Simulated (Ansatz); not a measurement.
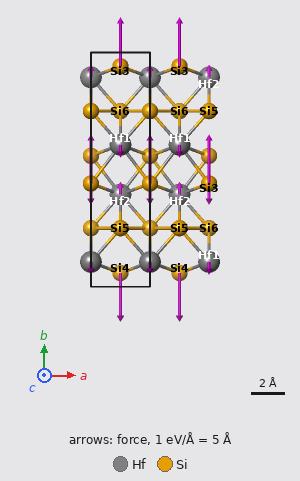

Starting geometry of solid HfSi₂ (set up in Cmcm) (coarse preliminary run) with the computed forces as purple arrows. A ball-and-stick model of the conventional cell (2 times the calculation's cell), repeated 2 × 1 × 1 with one cell outlined, seen along the c axis. Lengths and directions refer to the drawn axes.

All numbers below come from DFT PBEsol, scalar-relativistic, plane waves, PAW in Ansatz 0.2.0.

Input file:
```yaml
crystal:
  lattice:
    - [1.836, -7.285, 0.0]
    - [1.836, 7.285, 0.0]
    - [0.0, 0.0, 3.641]
  atoms:
    - { symbol: Hf, position: [0.894, 0.106, 0.75] }
    - { symbol: Hf, position: [0.106, 0.894, 0.25] }
    - { symbol: Si, position: [0.559, 0.441, 0.75] }
    - { symbol: Si, position: [0.441, 0.559, 0.25] }
    - { symbol: Si, position: [0.25, 0.75, 0.75] }
    - { symbol: Si, position: [0.75, 0.25, 0.25] }
basis:
  ecutwfc: 420
kpoints:
  mp_grid: { grid: [6, 6, 6] }
hamiltonian:
  xc: pbesol
scf:
  occupations: { method: gaussian, width: 0.1 }
output:
  forces: true
  stress: true
  eigenvalues: true
relax:
  adjacent_minimum: "off"
  f_tol: 0.05
  max_steps: 80
  cell: { stress_tol: 0.5 }
```

Launched with:
```bash
ansatz run input.yaml --threads 1 --pin off --max-ram 2560MiB --backend cpu --events-out ev --progress --plain --runs-dir out
```

What follows when this structure is relaxed?

It isn't relaxed: the largest force vector, on Si atoms, is 0.61 eV/Å. The atoms end up moving mostly along the starting forces (cosine between the two patterns 0.97). The largest moves relative to the cell, 0.050 Å, are those of Si3 and Si4. Si3 goes along +b. By element the largest moves are Si 0.050 Å, Hf 0.026 Å. Cell: a 3.672 → 3.670 Å (−0.1 %), b 14.570 → 14.300 Å (−1.9 %), c 3.641 → 3.629 Å (−0.3 %). Volume −2.2 %. Some distances before and after: Hf1–Hf2 3.585 → 3.488 Å, Hf1–Si3 3.025 → 2.929 Å, Si3–Si4 2.504 → 2.411 Å, Hf1–Si6 2.778 → 2.764 Å. The space group stays Cmcm (No. 63). The energy falls by 11.4 meV per atom in 4 accepted moves (6 points after the start). The largest force component goes from 0.61 to 0.0034 eV/Å. Pressure: −2.86 GPa at the start and −0.01 GPa at the end. The line search rejected the trial step at point 4 of the run. At 1 point the geometry stayed and the basis and grid were re-selected for the new cell (energy shift of 0.1 meV per atom at most each time).
